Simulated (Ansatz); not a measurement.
**Run report: SiC, single-point calculation (part 2 of 2)**

Continued. System: SiC (slab, 8 atoms in the cell). Method: DFT, PBEsol, plane waves, PAW, spin-polarised (Ansatz 0.2.0); cutoff 420 eV, 9×9×1 k-mesh, Gaussian smearing of 0.05 eV, collinear spins. The structure derives from an entry of the Crystallography Open Database. Some settings of this run were made unusual or wrong on purpose.

Geometry of the input (Å; fractional positions):
```
3.0806  0.0000  0.0000
0.0000  3.0806  0.0000
0.0000  0.0000  24.6241
C  0.0000  0.5000  0.3452
Si 0.5000  0.5000  0.3894
C  0.5000  0.0000  0.4337
Si 0.0000  0.0000  0.4779
C  0.0000  0.5000  0.5223
Si 0.5000  0.5000  0.5664
C  0.5000  0.0000  0.6104
Si 0.0000  0.0000  0.6554
```

**Log, continued**
```
SCF iter   1: F=—  HF=-3474.772364 eV  |F-HF|=—  |Δ(HF+E_count)|=         —  Δρ=4.45e-2 (↑4.20e-2 ↓4.45e-2)  dr2=5.86e1  dr2_m=6.03e-2  M=1.000 μB ∫|m|=1.001 μB  β_m=1.00  ethr=3.10e-3  p=-0.000 e·Å  D=-1.57e-8 V/Å  ΔV_dip=0.00 eV  dr2_dipole=2.14e1  V_vac-E_F(+/−)=7.81/7.81 eV  ⟨swp⟩=9.8  Hψ=8779  notcnv=0  defer=11
efield: sawtooth ramp at fractional position 0.9803 (placed from the atoms, in the widest stretch of the axis that holds none; the zero of the levels goes with the place), width 0.0400; the density the first Hamiltonian is built on has a dipole p = -0.000 e·Å; the dipole correction subtracts the counter field D = -1.57e-8 V/Å, which shifts the + side's vacuum level by +0.00 eV against the − side's; the planar-averaged density in the ramp window peaks in size at 4.3e-8 e/Å³
preconditioner: auto → LDOS  [metal: Δε(μ)=0.005 eV  Ē_g=11.601 eV  σ=0.050 eV  W_gap=0.05  n_scr=14 (ndim 8)  ℏωp=13.7 eV  f_vac=0.534  D(μ)=4.24/eV (n_scr^D=14)]
spin=Collinear: LDOS preconditioning applied to the charge; magnetization (m = ρ↑ − ρ↓) channel mixes plain (no charge-response kernel on spin).
SCF iter   2: F=—  HF=-3471.065720 eV  |F-HF|=—  |Δ(HF+E_count)|=         —  Δρ=2.66e-2 (↑2.66e-2 ↓2.62e-2)  dr2=2.83e1  dr2_m=3.81e-3  M=0.735 μB ∫|m|=0.743 μB  β_m=0.30  ethr=3.10e-3  p=0.007 e·Å  D=5.42e-3 V/Å  ΔV_dip=-0.13 eV  dr2_dipole=1.14e1  V_vac-E_F(+/−)=8.06/8.19 eV  ⟨swp⟩=3.1  Hψ=2877  notcnv=0  defer=189
Mixer restart at iter 2: flushing history
SCF iter   3: F=—  HF=-3469.760343 eV  |F-HF|=—  |Δ(HF+E_count)|=    1.31e0  Δρ=1.80e-2 (↑1.80e-2 ↓1.71e-2)  dr2=1.23e1  dr2_m=1.27e-2  M=0.534 μB ∫|m|=0.541 μB  β_m=0.30  ethr=3.10e-3  p=0.019 e·Å  D=1.50e-2 V/Å  ΔV_dip=-0.37 eV  dr2_dipole=4.46e0  V_vac-E_F(+/−)=7.73/8.11 eV  ⟨swp⟩=2.1  Hψ=2102  notcnv=0  defer=191  κ⁻¹=1.0e0(r=1)
SCF iter   4: F=—  HF=-3468.832953 eV  |F-HF|=—  |Δ(HF+E_count)|=   9.27e-1  Δρ=9.53e-3 (↑9.53e-3 ↓9.19e-3)  dr2=2.59e0  dr2_m=2.49e-2  M=0.429 μB ∫|m|=0.438 μB  β_m=0.30  ethr=3.10e-3  p=0.040 e·Å  D=3.13e-2 V/Å  ΔV_dip=-0.77 eV  dr2_dipole=4.26e-1  V_vac-E_F(+/−)=6.98/7.75 eV  ⟨swp⟩=3.1  Hψ=2602  notcnv=0  defer=185  κ⁻¹=5.8e-3(r=2)
SCF iter   5: F=—  HF=-3468.516201 eV  |F-HF|=—  |Δ(HF+E_count)|=   3.17e-1  Δρ=6.78e-3 (↑6.64e-3 ↓6.78e-3)  dr2=5.57e-1  dr2_m=2.39e-2  M=0.409 μB ∫|m|=0.426 μB  β_m=0.30  ethr=3.10e-3  p=0.066 e·Å  D=5.10e-2 V/Å  ΔV_dip=-1.25 eV  dr2_dipole=8.91e-3  V_vac-E_F(+/−)=6.02/7.28 eV  ⟨swp⟩=3.8  Hψ=2267  notcnv=0  defer=176  κ⁻¹=2.1e-3(r=3)
SCF iter   6: F=—  HF=-3468.426053 eV  |F-HF|=—  |Δ(HF+E_count)|=   9.01e-2  Δρ=3.97e-3 (↑3.89e-3 ↓3.97e-3)  dr2=5.12e-2  dr2_m=2.14e-2  M=0.465 μB ∫|m|=0.479 μB  β_m=0.30  ethr=1.74e-3  p=0.084 e·Å  D=6.49e-2 V/Å  ΔV_dip=-1.60 eV  dr2_dipole=1.96e-4  V_vac-E_F(+/−)=5.62/7.22 eV  ⟨swp⟩=3.9  Hψ=2476  notcnv=0  defer=170  κ⁻¹=4.7e-4(r=4)
SCF iter   7: F=—  HF=-3468.438090 eV  |F-HF|=—  |Δ(HF+E_count)|=   1.20e-2  Δρ=3.77e-3 (↑3.44e-3 ↓3.77e-3)  dr2=1.55e-2  dr2_m=2.51e-2  M=0.555 μB ∫|m|=0.567 μB  β_m=0.30  ethr=1.60e-4  p=0.084 e·Å  D=6.47e-2 V/Å  ΔV_dip=-1.59 eV  dr2_dipole=9.31e-4  V_vac-E_F(+/−)=5.66/7.25 eV  ⟨swp⟩=3.0  Hψ=2100  notcnv=0  defer=171  κ⁻¹=4.2e-4(r=5)
SCF iter   8: F=—  HF=-3468.455517 eV  |F-HF|=—  |Δ(HF+E_count)|=   1.74e-2  Δρ=3.80e-3 (↑3.30e-3 ↓3.80e-3)  dr2=7.09e-3  dr2_m=2.66e-2  M=0.629 μB ∫|m|=0.641 μB  β_m=0.30  ethr=4.85e-5  p=0.082 e·Å  D=6.37e-2 V/Å  ΔV_dip=-1.57 eV  dr2_dipole=3.05e-3  V_vac-E_F(+/−)=5.64/7.21 eV  ⟨swp⟩=2.9  Hψ=2031  notcnv=0  defer=171  κ⁻¹=1.3e-5(r=6)
SCF iter   9: F=—  HF=-3468.473031 eV  |F-HF|=—  |Δ(HF+E_count)|=   1.75e-2  Δρ=3.36e-3 (↑2.84e-3 ↓3.36e-3)  dr2=9.67e-3  dr2_m=2.04e-2  M=0.651 μB ∫|m|=0.665 μB  β_m=0.30  ethr=2.21e-5  p=0.080 e·Å  D=6.20e-2 V/Å  ΔV_dip=-1.53 eV  dr2_dipole=4.56e-3  V_vac-E_F(+/−)=5.62/7.14 eV  ⟨swp⟩=2.2  Hψ=1701  notcnv=0  defer=171  κ⁻¹=4.4e-6(r=7)
SCF iter  10: F=—  HF=-3468.486978 eV  |F-HF|=—  |Δ(HF+E_count)|=   1.39e-2  Δρ=3.49e-3 (↑2.63e-3 ↓3.49e-3)  dr2=1.57e-2  dr2_m=1.97e-2  M=0.706 μB ∫|m|=0.720 μB  β_m=0.30  ethr=2.21e-5  p=0.081 e·Å  D=6.27e-2 V/Å  ΔV_dip=-1.54 eV  dr2_dipole=7.24e-3  V_vac-E_F(+/−)=5.58/7.12 eV  ⟨swp⟩=2.0  Hψ=1462  notcnv=0  defer=170  κ⁻¹=4.3e-6(r=8)
SCF iter  11: F=—  HF=-3468.500264 eV  |F-HF|=—  |Δ(HF+E_count)|=   1.33e-2  Δρ=3.53e-3 (↑2.43e-3 ↓3.53e-3)  dr2=2.09e-2  dr2_m=1.82e-2  M=0.758 μB ∫|m|=0.772 μB  β_m=0.30  ethr=2.21e-5  p=0.081 e·Å  D=6.26e-2 V/Å  ΔV_dip=-1.54 eV  dr2_dipole=8.81e-3  V_vac-E_F(+/−)=5.56/7.10 eV  ⟨swp⟩=2.0  Hψ=1427  notcnv=0  defer=170  κ⁻¹=1.4e-6(r=8)
SCF iter  12: F=—  HF=-3468.511519 eV  |F-HF|=—  |Δ(HF+E_count)|=   1.13e-2  Δρ=3.41e-3 (↑2.40e-3 ↓3.41e-3)  dr2=1.66e-2  dr2_m=1.64e-2  M=0.812 μB ∫|m|=0.825 μB  β_m=0.30  ethr=2.21e-5  p=0.077 e·Å  D=5.94e-2 V/Å  ΔV_dip=-1.46 eV  dr2_dipole=4.86e-3  V_vac-E_F(+/−)=5.60/7.06 eV  ⟨swp⟩=2.0  Hψ=1386  notcnv=0  defer=170  κ⁻¹=1.2e-6(r=8)
SCF iter  13: F=—  HF=-3468.520832 eV  |F-HF|=—  |Δ(HF+E_count)|=   9.31e-3  Δρ=3.13e-3 (↑2.21e-3 ↓3.13e-3)  dr2=1.78e-2  dr2_m=1.38e-2  M=0.857 μB ∫|m|=0.872 μB  β_m=0.30  ethr=2.21e-5  p=0.075 e·Å  D=5.80e-2 V/Å  ΔV_dip=-1.43 eV  dr2_dipole=6.54e-3  V_vac-E_F(+/−)=5.59/7.02 eV  ⟨swp⟩=1.9  Hψ=1333  notcnv=0  defer=170  κ⁻¹=3.5e-6(r=8)
SCF iter  14: F=—  HF=-3468.529409 eV  |F-HF|=—  |Δ(HF+E_count)|=   8.58e-3  Δρ=2.91e-3 (↑1.92e-3 ↓2.91e-3)  dr2=2.31e-2  dr2_m=1.07e-2  M=0.885 μB ∫|m|=0.903 μB  β_m=0.30  ethr=2.21e-5  p=0.074 e·Å  D=5.72e-2 V/Å  ΔV_dip=-1.41 eV  dr2_dipole=8.82e-3  V_vac-E_F(+/−)=5.58/6.99 eV  ⟨swp⟩=1.6  Hψ=1167  notcnv=0  defer=169  κ⁻¹=1.5e-4(r=8)
SCF iter  15: F=—  HF=-3468.536746 eV  |F-HF|=—  |Δ(HF+E_count)|=   7.34e-3  Δρ=2.67e-3 (↑1.50e-3 ↓2.67e-3)  dr2=3.64e-2  dr2_m=7.19e-3  M=0.891 μB ∫|m|=0.915 μB  β_m=1.20  ethr=2.21e-5  p=0.075 e·Å  D=5.82e-2 V/Å  ΔV_dip=-1.43 eV  dr2_dipole=1.59e-2  V_vac-E_F(+/−)=5.53/6.96 eV  ⟨swp⟩=1.3  Hψ=1166  notcnv=0  defer=169
Mixer restart at iter 15: flushing history
spin-set hold released at iteration 15 (site moments' squared step at or under half its running peak, from the soft ceiling on): the magnetisation degrees of freedom join the quasi-Newton model from the next iteration; the mixer history was flushed
SCF iter  16: F=—  HF=-3468.546748 eV  |F-HF|=—  |Δ(HF+E_count)|=   1.00e-2  Δρ=1.54e-3 (↑8.17e-4 ↓1.54e-3)  dr2=7.63e-2  dr2_m=4.37e-4  M=0.910 μB ∫|m|=0.944 μB  β_m=0.42  ethr=2.21e-5  p=0.070 e·Å  D=5.45e-2 V/Å  ΔV_dip=-1.34 eV  dr2_dipole=4.02e-2  V_vac-E_F(+/−)=5.48/6.82 eV  ⟨swp⟩=2.1  Hψ=1915  notcnv=0  defer=169
density mixer auto → msr1: a metal under ldos (density of states about μ 0.71 of a free-electron gas's, 14 screened modes)
SCF iter  17: F=—  HF=-3468.542691 eV  |F-HF|=—  |Δ(HF+E_count)|=   4.06e-3  Δρ=1.41e-3 (↑5.39e-4 ↓1.41e-3)  dr2=3.71e-2  dr2_m=1.40e-3  M=0.897 μB ∫|m|=0.930 μB  β_m=0.71  ethr=2.21e-5  p=0.069 e·Å  D=5.34e-2 V/Å  ΔV_dip=-1.32 eV  dr2_dipole=2.04e-2  V_vac-E_F(+/−)=5.50/6.82 eV  ⟨swp⟩=1.5  Hψ=1570  notcnv=0  defer=171
SCF iter  18: F=—  HF=-3468.541279 eV  |F-HF|=—  |Δ(HF+E_count)|=   1.41e-3  Δρ=7.45e-4 (↑3.94e-4 ↓7.45e-4)  dr2=1.14e-2  dr2_m=5.90e-4  M=0.889 μB ∫|m|=0.927 μB  β_m=0.80  ethr=2.21e-5  p=0.060 e·Å  D=4.66e-2 V/Å  ΔV_dip=-1.15 eV  dr2_dipole=6.60e-3  V_vac-E_F(+/−)=5.56/6.70 eV  ⟨swp⟩=1.8  Hψ=1340  notcnv=0  defer=171
SCF iter  19: F=—  HF=-3468.540925 eV  |F-HF|=—  |Δ(HF+E_count)|=   3.54e-4  Δρ=2.16e-4 (↑1.89e-4 ↓2.16e-4)  dr2=1.05e-3  dr2_m=3.06e-5  M=0.889 μB ∫|m|=0.922 μB  β_m=0.73  ethr=2.21e-5  p=0.046 e·Å  D=3.58e-2 V/Å  ΔV_dip=-0.88 eV  dr2_dipole=1.04e-4  V_vac-E_F(+/−)=5.72/6.61 eV  ⟨swp⟩=2.6  Hψ=1812  notcnv=0  defer=173
SCF iter  20: F=—  HF=-3468.540950 eV  |F-HF|=—  |Δ(HF+E_count)|=   2.52e-5  Δρ=1.30e-4 (↑1.30e-4 ↓1.25e-4)  dr2=7.43e-4  dr2_m=3.29e-6  M=0.889 μB ∫|m|=0.924 μB  β_m=0.56  ethr=3.27e-6  p=0.050 e·Å  D=3.85e-2 V/Å  ΔV_dip=-0.95 eV  dr2_dipole=1.14e-4  V_vac-E_F(+/−)=5.65/6.59 eV  ⟨swp⟩=2.5  Hψ=2097  notcnv=0  defer=173
SCF iter  21: F=—  HF=-3468.540829 eV  |F-HF|=—  |Δ(HF+E_count)|=   1.21e-4  Δρ=5.35e-5 (↑5.11e-5 ↓5.35e-5)  dr2=5.23e-5  dr2_m=1.35e-6  M=0.889 μB ∫|m|=0.924 μB  β_m=0.65  ethr=2.32e-6  p=0.048 e·Å  D=3.75e-2 V/Å  ΔV_dip=-0.92 eV  dr2_dipole=1.29e-5  V_vac-E_F(+/−)=5.67/6.59 eV  ⟨swp⟩=2.1  Hψ=1317  notcnv=0  defer=173
SCF iter  22: F=—  HF=-3468.540845 eV  |F-HF|=—  |Δ(HF+E_count)|=   1.55e-5  Δρ=2.38e-5 (↑1.92e-5 ↓2.38e-5)  dr2=1.16e-5  dr2_m=4.14e-7  M=0.889 μB ∫|m|=0.923 μB  β_m=0.61  ethr=1.63e-7  p=0.048 e·Å  D=3.73e-2 V/Å  ΔV_dip=-0.92 eV  dr2_dipole=5.02e-6  V_vac-E_F(+/−)=5.67/6.59 eV  ⟨swp⟩=2.3  Hψ=1919  notcnv=0  defer=174
SCF iter  23: F=—  HF=-3468.540846 eV  |F-HF|=—  |Δ(HF+E_count)|=   9.29e-7  Δρ=1.06e-5 (↑8.46e-6 ↓1.06e-5)  dr2=9.37e-7  dr2_m=8.03e-8  M=0.889 μB ∫|m|=0.923 μB  β_m=0.64  ethr=3.63e-8  p=0.048 e·Å  D=3.71e-2 V/Å  ΔV_dip=-0.91 eV  dr2_dipole=1.95e-7  V_vac-E_F(+/−)=5.68/6.59 eV  ⟨swp⟩=2.6  Hψ=1699  notcnv=0  defer=174
SCF iter  24: F=—  HF=-3468.540846 eV  |F-HF|=—  |Δ(HF+E_count)|=   7.94e-7  Δρ=3.37e-6 (↑3.18e-6 ↓3.37e-6)  dr2=1.84e-7  dr2_m=9.44e-9  M=0.889 μB ∫|m|=0.923 μB  β_m=0.58  ethr=2.93e-9  p=0.048 e·Å  D=3.70e-2 V/Å  ΔV_dip=-0.91 eV  dr2_dipole=4.86e-8  V_vac-E_F(+/−)=5.68/6.59 eV  ⟨swp⟩=2.2  Hψ=1848  notcnv=0  defer=174
SCF iter  25: F=—  HF=-3468.540846 eV  |F-HF|=—  |Δ(HF+E_count)|=   1.08e-7  Δρ=1.38e-6 (↑1.38e-6 ↓1.11e-6)  dr2=7.73e-9  dr2_m=2.38e-9  M=0.889 μB ∫|m|=0.923 μB  β_m=0.61  ethr=3.13e-10  p=0.048 e·Å  D=3.70e-2 V/Å  ΔV_dip=-0.91 eV  dr2_dipole=4.33e-10  V_vac-E_F(+/−)=5.68/6.59 eV  ⟨swp⟩=17.7  Hψ=9042  notcnv=0
iter 26 met the thresholds in force, and the SCF goes on: an eigenvalue changes by 0.78 meV, over its tolerance of 0.50 meV (output.eigenvalues, Limitations)
SCF iter  26: F=-3468.540846 eV  HF=-3468.540846 eV  |F-HF|=6.05e-9  |Δ(HF+E_count)|=   3.98e-8  Δρ=5.89e-7 (↑4.91e-7 ↓5.89e-7)  dr2=5.96e-10  dr2_m=5.48e-10  M=0.889 μB ∫|m|=0.923 μB  β_m=0.67  ethr=2.41e-11  p=0.048 e·Å  D=3.70e-2 V/Å  ΔV_dip=-0.91 eV  dr2_dipole=2.51e-11  V_vac-E_F(+/−)=5.68/6.59 eV  ⟨swp⟩=5.9  Hψ=3940  notcnv=0
SCF iter  27: F=-3468.540846 eV  HF=-3468.540846 eV  |F-HF|=4.47e-10  |Δ(HF+E_count)|=   6.46e-9  Δρ=2.93e-7 (↑2.93e-7 ↓2.31e-7)  dr2=3.25e-10  dr2_m=1.20e-10  M=0.889 μB ∫|m|=0.923 μB  ethr=1.86e-12  p=0.048 e·Å  D=3.70e-2 V/Å  ΔV_dip=-0.91 eV  dr2_dipole=8.11e-11  V_vac-E_F(+/−)=5.68/6.59 eV  ⟨swp⟩=2.3  Hψ=4002  notcnv=0
SCF 1 converged in 27 iterations: F = -3468.540846 eV  dr2 = 3.25e-10
  greatest PAW one-centre occupation: 0.717 electrons in one spin orbital (limit 2), on the C atom at site 0 (counted from 0), in its partial waves of l = 0
```

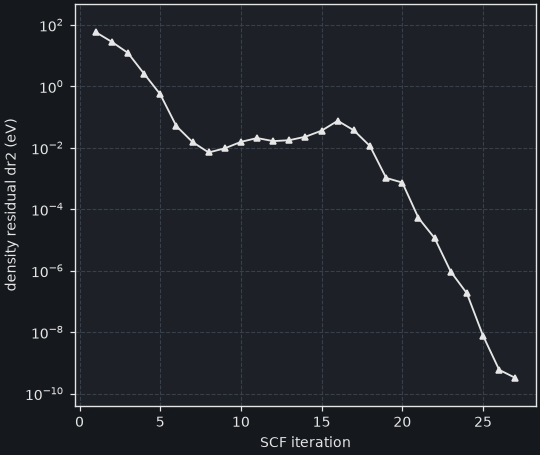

*Convergence of the self-consistent field: density residual dr2 against the SCF iteration.*

The residual comes down, with one marked jump up, by a factor of about 2, at step 16.

```
SCF converged after 27 iterations
an eigenvalue changed by more than its tolerance at an iteration that met the thresholds in force, so the SCF went on 1 time: the last check found none over its tolerance
Magnetization: 0.8889 μB (16.4444 up, 15.5556 down)
Absolute magnetization: 0.9237 μB (∫|ρ↑−ρ↓|, with the PAW one-centre terms)
Spin contamination: 0.0197 ħ² per cell (⟨S²⟩ above its minimum at these occupations)
Per-site moments (μB) at R_I (Å): [(0.4231580232445007, 0.7781758738784396), (0.017223841440979645, 0.7781758738784396), (0.05757931012584116, 0.7781758738784396), (0.006010094627177403, 0.7781758738784396), (0.00835003556291879, 0.7772305045307051), (0.0004134259055105605, 0.7768919167214503), (0.0029594900812596665, 0.7768919167214503), (-0.0014354927999935276, 0.7828979368303435)]
Free energy (F): -3468.540846 eV
Harris-Foulkes:  -3468.540846 eV  (|F-HF|=4.47e-10)
Internal energy: -3468.539386 eV  (E = F + TS)
E sigma→0 (E₀):  -3468.540116 eV
Entropy (-TS):   -0.001461 eV (-0.183 meV/atom)
Fermi energy:    -0.378049 eV
Dipole field:    D = 0.037016 V/Å  (p = 0.047804 e·Å, saw-weighted, corrected)
Work function:   Φ+ = 5.6780 eV   Φ− = 6.5895 eV
Levels:          The Fermi level and band energies are counted from a zero that moves with the ramp; work functions are not
--- Per-component energies (eV) ---
  E_band       = -204.767980
  E_kinetic    = 523.483694
  E_local      = -16953.832352  (includes V_loc(G=0)·N_el)
  E_nonlocal   = 208.766388
  E_hartree    = 8239.359991
  E_xc         = -411.028340
  E_vxc        = -426.653694  (∫ρ·V_xc dr)
  E_paw        = -2375.681125  (= ΣΔE_a)
  E_vpaw       = -35.260498  (= ΣTr[D̂ρ^β])
  E_aug_tail   = 0.000050  (compensation charges beyond the density's cutoff)
  E_efield     = 0.000885  (sawtooth field / dipole correction)
  E_vefield    = 0.008337  (∫n·V_field dr)
  E_ewald      = 7300.180778
  E_core_change = 0.210645  (= ΣΔE_core)
  E_smearing   = -0.001461  (= −TS)
  E_closure    = 0.000000  (closes the sum)
  Σ components = -3468.540846   (vs F -3468.540846, Δ=0.00e0)
--- Forces (eV/Å), atoms counted from 1 ---
  atom   1  C      0.00000000     0.00000000     2.00514375
  atom   2  Si     0.00000000     0.00000000    -2.24195308
  atom   3  C      0.00000000     0.00000000     0.33287541
  atom   4  Si     0.00000000     0.00000000    -0.00730873
  atom   5  C      0.00000000     0.00000000    -0.11604925
  atom   6  Si     0.00000000     0.00000000     0.06901533
  atom   7  C      0.00000000     0.00000000    -0.09112290
  atom   8  Si     0.00000000     0.00000000     0.04938412
  max |Σ_I F_I| component: 1.53e-5 eV/Å
--- Band table (eV; the first three rows and the last of 50) ---
  k-point 0 ↑: bands = ["-16.0792", "-14.9966", "-13.3389", "-11.3273", "-8.1487", "-5.7933", "-3.9454", "-3.9325", "-3.4612", "-3.1110", "-3.0665", "-1.9813", "-1.8159", "-1.6744", "-1.0340", "-0.9191", "0.8316", "0.9766", "2.4476", "3.6529", "3.8898", "4.7061", "5.3509", "5.5540", "5.6242"]
  k-point 1 ↑: bands = ["-15.9205", "-14.8479", "-13.2144", "-11.2797", "-8.0355", "-6.0192", "-4.6314", "-4.3237", "-3.8306", "-3.0172", "-2.9774", "-2.7017", "-1.9303", "-1.3346", "-1.0362", "-1.0181", "0.5002", "1.4968", "2.7219", "4.0234", "4.5080", "4.9472", "5.0975", "5.6350", "5.9393"]
  k-point 2 ↑: bands = ["-15.4507", "-14.4132", "-12.8733", "-11.2260", "-7.7933", "-7.0729", "-5.9554", "-5.1459", "-4.0517", "-3.4997", "-2.8520", "-2.7576", "-1.8119", "-1.6351", "-1.0706", "-0.9194", "-0.1525", "1.9409", "2.6365", "4.2141", "4.8295", "5.7710", "6.0472", "6.4265", "6.4599"]
  k-point 24 ↓: bands = ["-11.6532", "-11.3140", "-11.2688", "-9.3600", "-8.4775", "-8.1521", "-7.5573", "-7.2848", "-5.7782", "-5.4335", "-4.7857", "-4.5845", "-4.5109", "-3.9064", "-1.5846", "-1.0251", "-0.5703", "-0.1050", "1.7589", "2.8631", "4.0946", "4.4250", "5.0628", "5.5097", "5.9109"]
```

**What the run reported**

| quantity | value |
| --- | --- |
| outcome | converged |
| electrons treated | 32 |
| free energy | −3468.5408 eV |
| Fermi energy | −0.378 eV |
| gap on the k-point mesh | none (metallic) |
| net moment of the cell | 0.89 μB |
| integrated absolute moment | 0.92 μB |
| largest force (length of the vector) | 2.242 eV/Å |
| wall time | 17 s (CPU time 33 s) |
| peak memory | 0.6 GiB |

**Notes**

This input holds a deliberate fault: an impossible spin (`magnetization`). The run converged; whether the setting changed the result can't be told without a sound run beside it.
